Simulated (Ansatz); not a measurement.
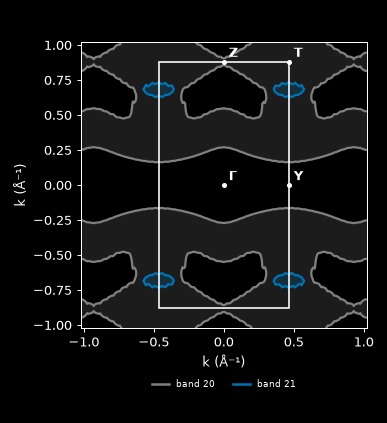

TiSi2 in space group Cmcm: cut through the Fermi surface in the plane through Γ, Y and T, filled states shaded.

Method: DFT LDA, scalar-relativistic, plane waves, PAW; levels and slopes on a dense k mesh at the converged density in Ansatz. No spin polarisation. k mesh for the levels: 20×20×18. Cell and positions as given, without relaxation (residual pressure −5 GPa). The cell comes from a database of computed structures, not from a measurement.

Q: For each band, say where it is filled and where empty.

A:
| band | Γ | Y | T | Z |
| --- | --- | --- | --- | --- |
| band 20 | empty | empty | filled | at the level |
| band 21 | empty | empty | empty | empty |

Q: What are the full three-dimensional sheets?

A: Band 20: two hole pockets on the Γ–Z line (each 0.94 % of the zone), one open hole tube parallel to Γ–Y and specks under 0.04 % of the zone, which the mesh doesn't resolve and which may come from the interpolation; mean Fermi speed 4.4 × 10⁵ m/s; weight Ti (64 %) and Si (36 %).
Band 21: four electron pockets away from the named points and lines, no more than about three mesh steps wide (each 0.06 % of the zone), two electron pockets on the T–Y line, no more than about three mesh steps wide (each 0.05 % of the zone) and one open electron tube parallel to Γ–Y; mean Fermi speed 4.8 × 10⁵ m/s.
A pocket cut by a face of the zone is counted once with the part on the opposite face.
Weights are shares of the states' density in the atoms' Voronoi cells.
The shape of the surface of all these bands changes its kind within 0.04 eV of this level, so small parts may appear, vanish, join or separate.

A magnetic state wasn't tried and may lie lower. A band edge lies within 0.03 eV of the Fermi level, so pockets and density of states there aren't settled. Necks and pockets thinner than about two mesh steps aren't resolved, so separate pockets may in truth be joined.
